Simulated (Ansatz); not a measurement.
Consider BaTiO3.

Input

```
crystal:
  lattice:
    - [3.9998, 0.0, 0.0]
    - [0.0, 3.9998, 0.0]
    - [0.0, 0.0, 4.018]
  atoms:
    - { symbol: Ba, position: [0.0, 0.0, 0.0] }
    - { symbol: Ti, position: [0.5, 0.5, 0.5] }
    - { symbol: O, position: [0.5, 0.5, 0.0] }
    - { symbol: O, position: [0.5, 0.0, 0.5] }
    - { symbol: O, position: [0.0, 0.5, 0.5] }
basis:
  ecutwfc: 500
kpoints:
  mp_grid: { grid: [8, 8, 8] }
hamiltonian:
  xc: r2scan
scf:
  occupations: { method: gaussian, width: 0.02 }
output:
  forces: true
  stress: true
  eigenvalues: true
  write_density: true
  write_potential: true
  elf: true
  volumetric_format: npy
relax:
  adjacent_minimum: "off"
  f_tol: 0.005
  max_steps: 80
  cell: { stress_tol: 0.05 }
```

Launched as:

```sh
ansatz run input.yaml --threads 2 --pin off --max-ram 5120MiB --backend cpu --events-out ev --progress --plain --runs-dir out
```

Below, planes, directions and counts refer to the conventional cell (a = 3.99 Å, b = 3.99 Å, c = 3.99 Å, α = 90.00°, β = 90.00°, γ = 90.00°).

The fields are those of the run's last geometry, not of the input's.

Space group Pm-3m; computed without spin polarisation.

These are results of Ansatz, DFT r2SCAN, scalar-relativistic, plane waves, PAW, not measurements.

**What can the converged valence pseudo-density and electron localisation function tell about the bonding?**

Ti–O (2.00 Å): ρ at the midpoint is about 0.63 e/Å³; the ELF peaks at about 0.80 in the valence shell of O, 0.6 Å from its nucleus, and is about 0.20 at the midpoint (no localised pair shows between them).
Ba–O (2.82 Å): ρ is about 0.19 e/Å³ halfway; the ELF is about 0.10 at the midpoint (a largely ionic contact).

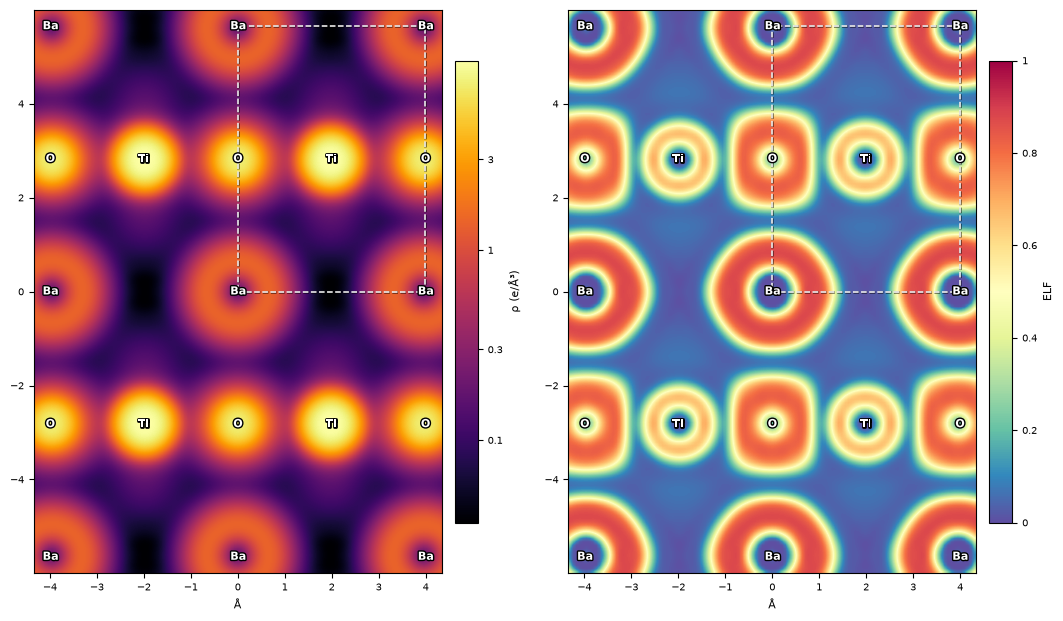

Computed valence pseudo-density and electron localisation function on the (110) plane of the conventional cell, in this order. 

The density is the valence pseudo-density of a PAW calculation; it isn't the true density close to the nuclei.
